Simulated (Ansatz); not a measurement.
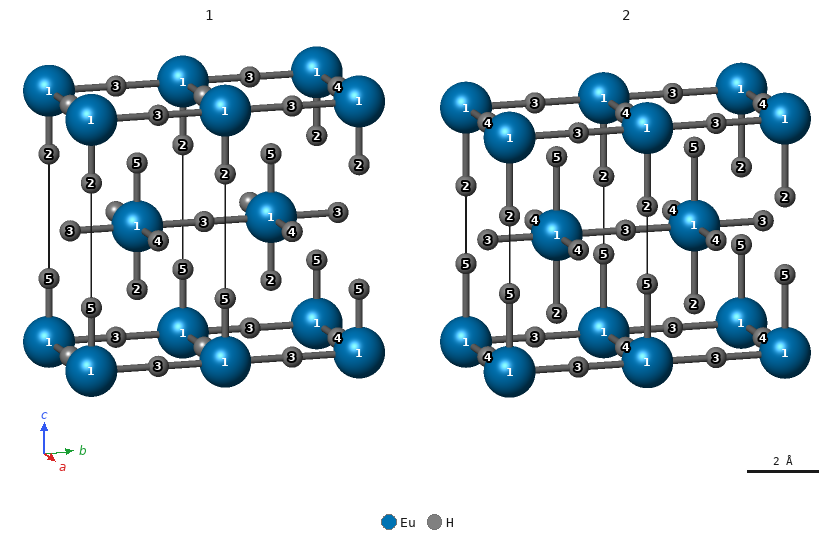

Two geometries of crystalline EuH$_{4}$ (a generated structure, set up in I4/mmm) (coarse preliminary run), drawn at one scale. One is the start of a relaxation, the other its converged end. The picture is a ball-and-stick view of the conventional cell (2 times the calculation's cell), repeated 1 × 2 × 1 with one cell outlined, seen slightly off an axis. Lengths and directions refer to the drawn axes.

Method: Ansatz 0.2.0, DFT PBE, scalar-relativistic, plane waves, PAW. (plane-wave cutoff 420 eV; k-point mesh 6 × 6 × 6; occupations gaussian; smearing width 0.1 eV; collinear spin; cell and atoms relaxed; force threshold 0.04 eV/Å; at most 70 steps)

### Which of the two is the end point?

Structure 2 is the relaxed one. The largest moves relative to the cell, 0.56 Å, are those of H2 and H5. H5 goes along +c. Eu stays in place. Cell: a = b 3.979 → 4.092 Å (+2.9 %), c 7.289 → 6.799 Å (−6.7 %). Volume −1.3 %. Among the contacts that change: Eu1–H2 1.836 → 2.270 Å, Eu1–H3 1.989 → 2.046 Å. The space group stays I4/mmm (No. 139). The energy falls by 1.161 eV per cell of the calculation in 4 accepted moves (5 points after the start). The largest force component goes from 2.3 to 0.012 eV/Å. The pressure goes from 11.29 to −0.14 GPa. At 1 point the geometry stayed and the basis and grid were re-selected for the new cell (energy shift of 0.3 meV per cell of the calculation at most each time). Cost: 17 s on 1 thread of Intel(R) Xeon(R) 6975P-C (Granite Rapids) (shared host), peak memory 0.43 GiB.

Limits of the set-up: 4f states are treated without a Hubbard U.
